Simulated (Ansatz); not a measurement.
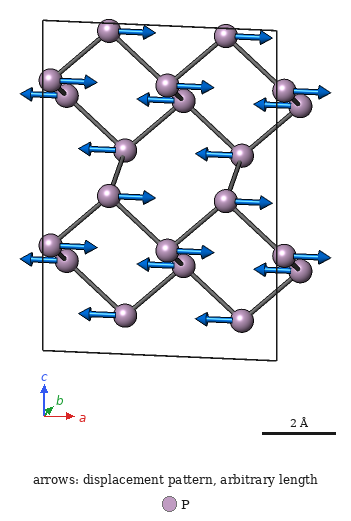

One vibrational mode of crystalline P at the zone centre. The blue arrows give the relative displacements of the atoms. A ball-and-stick model of the 2 × 2 repeat of the cell, outlined in the plane, without the vacuum, seen slightly off an axis.

Method: DFT r2SCAN, scalar-relativistic, plane waves, PAW in Ansatz 0.2.0.

Input file:
```yaml
crystal:
  lattice:
    - [3.28372772, 0.0, 0.0]
    - [0.0, 34.85703099, 0.0]
    - [0.0, 0.0, 4.63208471]
  atoms:
    - { symbol: P, position: [0.0, 0.97026143, 0.59215072] }
    - { symbol: P, position: [0.0, 0.02973857, 0.40784928] }
    - { symbol: P, position: [0.5, 0.02973857, 0.09215072] }
    - { symbol: P, position: [0.5, 0.97026143, 0.90784928] }
basis:
  ecutwfc: 500
kpoints:
  mp_grid: { grid: [8, 1, 6] }
hamiltonian:
  xc: r2scan
scf:
  occupations: { method: gaussian, width: 0.05 }
output:
  eigenvalues: true
phonons:
  method: fd
  supercell: [1, 1, 1]
  amplitude: 0.02
  eigenvectors: true
  dielectric: false
```

Run as
```bash
ansatz run input.yaml --threads 2 --pin off --max-ram 5120MiB --backend cpu --events-out ev --progress --plain --runs-dir out
```

Frequencies are those without the non-analytic (LO–TO) term.

### What mode is this, and where does it lie in the spectrum?

This is the B₁g mode at 199 cm⁻¹, optical level 2 of 8, counted from below, Raman-active by symmetry. All motion is along a of the drawn cell; atoms of one kind move against one another, with no net shift of their sublattice; the P–P bond lengths don't change to first order, so for these it is a bending, tilting or sliding motion.

Limits of the set-up: layers or molecules are held without a dispersion correction, so their spacing is unreliable.
